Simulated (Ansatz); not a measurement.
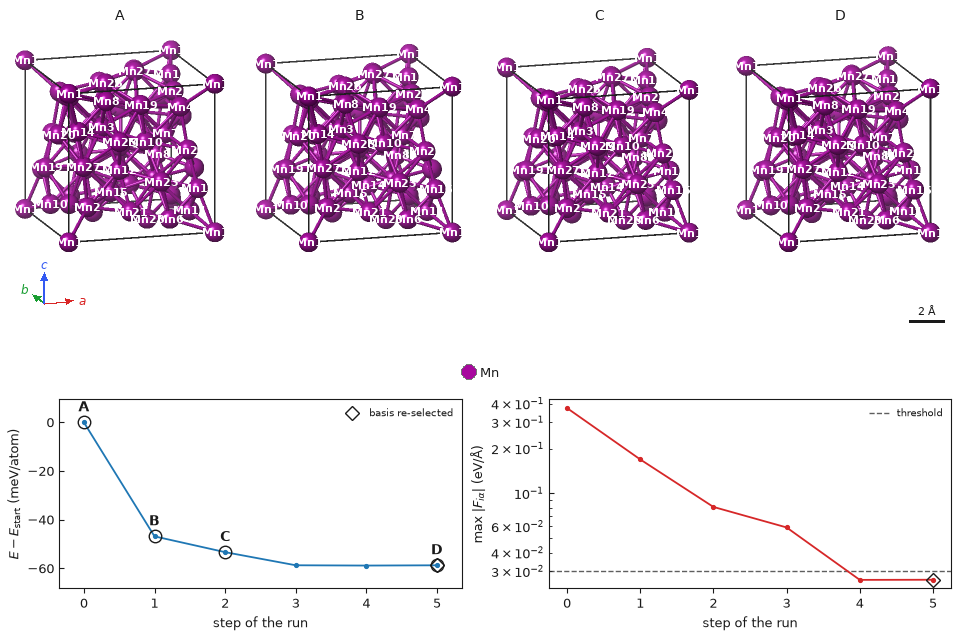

Frames of a relaxation of a crystal of Mn (built on the alpha type) (coarse preliminary run), marked on the history of the run. A ball-and-stick model of the conventional cell (2 times the calculation's cell), seen slightly off an axis. Lengths and directions refer to the drawn axes.

These are results of DFT PBE, scalar-relativistic, plane waves, PAW in Ansatz 0.2.0, not measurements. Settings: plane-wave cutoff 600 eV; k-point mesh 4 × 4 × 4; occupations gaussian; smearing width 0.05 eV; collinear spin; cell and atoms relaxed; force threshold 0.03 eV/Å; at most 60 steps.

Describe the path.

Answer. The largest moves relative to the cell, 0.035 Å, are those of Mn atoms. The drawn cell changes as follows: a = b = c 8.911 → 8.639 Å (−3.1 %); the volume changes by −8.9 %. Near-neighbour distances that change, for instance: Mn–Mn 2.931 → 2.811 Å, Mn–Mn 2.895 → 2.787 Å, Mn–Mn 2.258 → 2.163 Å, Mn–Mn 2.349 → 2.257 Å. The space group stays I-43m (No. 217). Over 4 accepted moves (5 points after the start) the energy falls by 58.7 meV per atom. Largest force component: 0.37 eV/Å at the start, 0.026 eV/Å at the end. Pressure: −13.43 GPa at the start and −0.03 GPa at the end. At 1 point the geometry stayed and the basis and grid were re-selected for the new cell (energy shift of 0.1 meV per atom at most each time). The program noted that the starting moments weren't kept. From step 0 to 1: Mn atoms move most (0.02 Å), volume −5.3 %, energy −46.8 meV per atom. From step 1 to 2: Mn atoms move most (0.03 Å), volume −6.3 %, energy −6.5 meV per atom. From step 2 to 5: Mn atoms move most (0.02 Å), volume +2.7 %, energy −5.4 meV per atom.

```csv
step,"E − E(0), meV/atom","largest force component, eV/Å","pressure, GPa","volume, Å³/atom",note
0,0.00,0.3739,-13.43,12.200,
1,-46.82,0.1691,-7.36,11.550,
2,-53.31,0.0811,6.00,10.821,
3,-58.70,0.0591,-0.08,11.109,
4,-58.82,0.0263,-0.03,11.116,
5,-58.71,0.0263,-0.03,11.116,"same geometry, new basis"
```
